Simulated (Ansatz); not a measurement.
Al$_{36}$H (slab)

Input

```
crystal:
  lattice:
    - [5.6288445221, 0.0, 0.0]
    - [-2.814422261, 4.8747223501, 0.0]
    - [0.0, 0.0, 35.8073562139]
  atoms:
    - { symbol: Al, position: [0.1666666667, 0.3333333333, 0.1117088895] }
    - { symbol: Al, position: [0.1666666667, 0.8333333333, 0.1117088895] }
    - { symbol: Al, position: [0.6666666667, 0.3333333333, 0.1117088895] }
    - { symbol: Al, position: [0.6666666667, 0.8333333333, 0.1117088895] }
    - { symbol: Al, position: [0.0, 0.0, 0.1762280837] }
    - { symbol: Al, position: [0.0, 0.5, 0.1762280837] }
    - { symbol: Al, position: [0.5, 0.0, 0.1762280837] }
    - { symbol: Al, position: [0.5, 0.5, 0.1762280837] }
    - { symbol: Al, position: [0.3333333333, 0.1666666667, 0.240747278] }
    - { symbol: Al, position: [0.3333333333, 0.6666666667, 0.240747278] }
    - { symbol: Al, position: [0.8333333333, 0.1666666667, 0.240747278] }
    - { symbol: Al, position: [0.8333333333, 0.6666666667, 0.240747278] }
    - { symbol: Al, position: [0.0, 0.0, 0.3052664723] }
    - { symbol: Al, position: [0.0, 0.5, 0.3052664723] }
    - { symbol: Al, position: [0.5, 0.0, 0.3052664723] }
    - { symbol: Al, position: [0.5, 0.5, 0.3052664723] }
    - { symbol: Al, position: [0.1666666667, 0.3333333333, 0.3692823671] }
    - { symbol: Al, position: [0.1666666667, 0.8333333333, 0.3692823671] }
    - { symbol: Al, position: [0.6666666667, 0.3333333333, 0.3692823671] }
    - { symbol: Al, position: [0.6666666667, 0.8333333333, 0.3692823671] }
    - { symbol: Al, position: [0.0, 0.0, 0.4332765596] }
    - { symbol: Al, position: [0.0, 0.5, 0.4332765596] }
    - { symbol: Al, position: [0.5, 0.0, 0.4332765596] }
    - { symbol: Al, position: [0.5, 0.5, 0.4332765596] }
    - { symbol: Al, position: [0.3333333333, 0.1666666667, 0.4981718464] }
    - { symbol: Al, position: [0.3333333333, 0.6666666667, 0.4981718464] }
    - { symbol: Al, position: [0.8333333333, 0.1666666667, 0.4981718464] }
    - { symbol: Al, position: [0.8333333333, 0.6666666667, 0.4981718464] }
    - { symbol: Al, position: [0.0, 0.0, 0.5626837009] }
    - { symbol: Al, position: [0.0, 0.5, 0.5626837009] }
    - { symbol: Al, position: [0.5, 0.0, 0.5626837009] }
    - { symbol: Al, position: [0.5, 0.5, 0.5626837009] }
    - { symbol: Al, position: [0.1666666667, 0.3333333333, 0.6285679423] }
    - { symbol: Al, position: [0.1666666667, 0.8333333333, 0.6285679423] }
    - { symbol: Al, position: [0.6666666667, 0.3333333333, 0.6285679423] }
    - { symbol: Al, position: [0.6666666667, 0.8333333333, 0.6285679423] }
    - { symbol: H, position: [0.4166666667, 0.5, 0.6983859982] }
basis:
  ecutwfc: 420
kpoints:
  mp_grid: { grid: [6, 6, 1] }
hamiltonian:
  xc: pbe
  pseudopotentials: { kind: paw, azcp: { folder: soft_1 } }
  dispersion: d3bj
scf:
  occupations: { method: gaussian, width: 0.1 }
output:
  forces: true
  eigenvalues: true
  write_density: true
  write_potential: true
  elf: true
  volumetric_format: npy
efield:
  axis: 3
  dipole_correction: true
  ramp_width: 0.04
```

Run with:

```sh
ansatz run input.yaml --threads 2 --pin off --max-ram 6144MiB --backend cpu --events-out ev --progress --plain --runs-dir out
```

A point of a scan over the structure, not its minimum; not relaxed (largest force 1.3 eV/Å); computed without spin polarisation; PAW files of the earlier set (soft_1).

The calculation used DFT PBE+D3(BJ), scalar-relativistic, plane waves, PAW (Ansatz 0.2.0).

In a PAW calculation such maps are meaningful between the atoms, not at the nuclei.

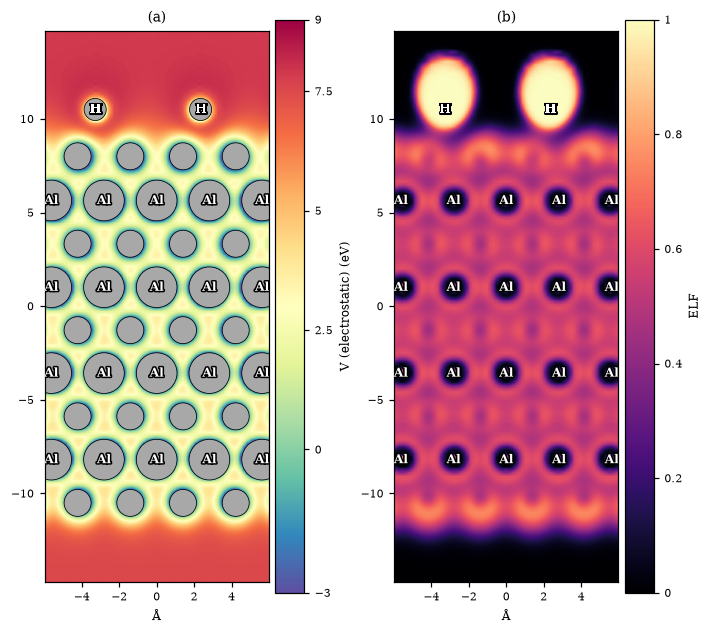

Figure 1. (a) electrostatic potential (local pseudopotential plus Hartree) felt by an electron; (b) ELF on the (010) plane of the calculation cell, a cut from vacuum to vacuum. Grey discs cover the atomic cores in the potential map.

Q: Interpret the plot.

A:
- The section cuts through Al and H sites.
- Atoms just off the plane (Al, 0.8 Å away) can leave unmarked features too.
- Al–Al (2.81 Å): the ELF peaks at about 0.65 between the atoms.

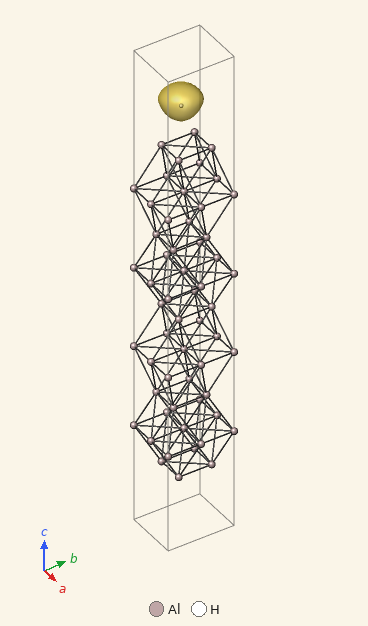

Figure 2. Isosurface of the ELF at 0.9 (yellow), seen at an oblique angle. Core shells and regions of very low density are left out. Sticks mark near contacts.

Q: What do the ELF domains correspond to?

A: The surface consists of one region around a hydrogen nucleus, counted in one cell of 37 atoms. Counts are for one cell; the picture repeats the cell along the surface.


Al–H (2.79 Å): the ELF climbs to about 1 towards the hydrogen.

Q: Does the calculation give a band gap?

A: It is gapless in this calculation (a metal or semimetal).
